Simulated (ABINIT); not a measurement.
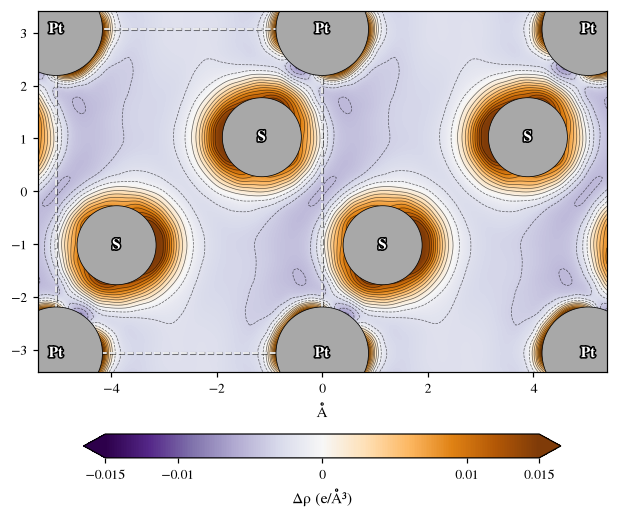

PtS$_{2}$. Difference of the valence pseudo-densities of two functionals at the same geometry, on the (110) plane of the calculation cell: REVPBE less SOGGA.

Both computed with ABINIT (plane waves, PAW), on the same k-point mesh. Grey discs cover the atomic cores.

What does the difference map show?

Answer. Against SOGGA, REVPBE gives more density around S (+0.008 e/Å³ on average at 0.9 Å from the nucleus) and less density in the space between the atoms (−0.003 e/Å³ on average).
